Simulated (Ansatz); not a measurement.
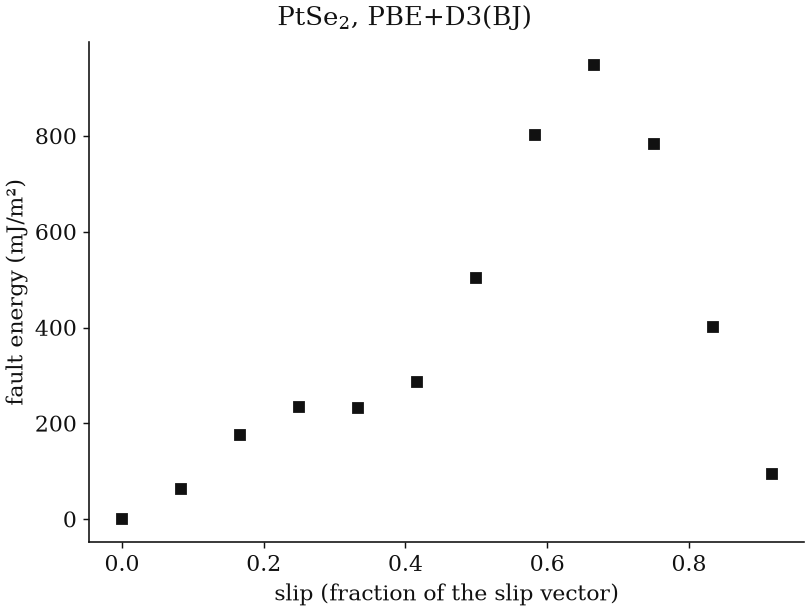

The figure shows the fault energy against slip for PtSe₂, space group P-3m1 (No. 164).

Structure:
```xyz
6
Lattice="-3.7240 0.0000 0.0000 -1.8620 -3.2251 0.0000 0.0000 0.0000 10.1240" Properties=species:S:1:pos:R:3 pbc="T T T"
Pt    0.0000    0.0000    7.5930
Pt    0.0000    0.0000    2.5310
Se   -1.8620   -1.0750    8.8585
Se   -1.8620   -1.0750    3.7965
Se   -3.7240   -2.1501    1.2655
Se   -3.7240   -2.1501    6.3275
```

How it was computed, with Ansatz 0.2.0: rigid slide of a crystal across a plane by tilting cell vector c, one fault a cell, unrelaxed, by plane-wave density functional theory with PAW datasets, free energies less that of the undisturbed cell; scalar-relativistic. Level: PBE with D3(BJ), no spin polarisation.

wave cutoff 420 eV; k mesh 14×14×5; occupations Gaussian; smearing width 0.15 eV; k shift (0, 0, 0) (mesh steps); start as given; height of the cut 0 (fraction of cell vector c); slip vector (1, 1) (multiples of cell vectors a and b).

From this curve and the settings, what does the calculation give for the shear traction at the same points?

The shear traction goes from 0.00 GPa at slip 0.0000 to −3.74 GPa at 0.9167, not monotonically, with a high of 5.40 GPa at 0.5000 and a low of −7.25 GPa at 0.8333.

```json
{"slip (fraction of the slip vector)": "0.0000", "shear traction (GPa)": "0.00"}
{"slip (fraction of the slip vector)": "0.0833", "shear traction (GPa)": "2.01"}
{"slip (fraction of the slip vector)": "0.1667", "shear traction (GPa)": "1.84"}
{"slip (fraction of the slip vector)": "0.2500", "shear traction (GPa)": "0.31"}
{"slip (fraction of the slip vector)": "0.3333", "shear traction (GPa)": "0.00"}
{"slip (fraction of the slip vector)": "0.4167", "shear traction (GPa)": "2.39"}
{"slip (fraction of the slip vector)": "0.5000", "shear traction (GPa)": "5.40"}
{"slip (fraction of the slip vector)": "0.5833", "shear traction (GPa)": "4.91"}
{"slip (fraction of the slip vector)": "0.6667", "shear traction (GPa)": "0.01"}
{"slip (fraction of the slip vector)": "0.7500", "shear traction (GPa)": "-5.88"}
{"slip (fraction of the slip vector)": "0.8333", "shear traction (GPa)": "-7.25"}
{"slip (fraction of the slip vector)": "0.9167", "shear traction (GPa)": "-3.74"}
```

Limits of the calculation: reference crystal is not relaxed.
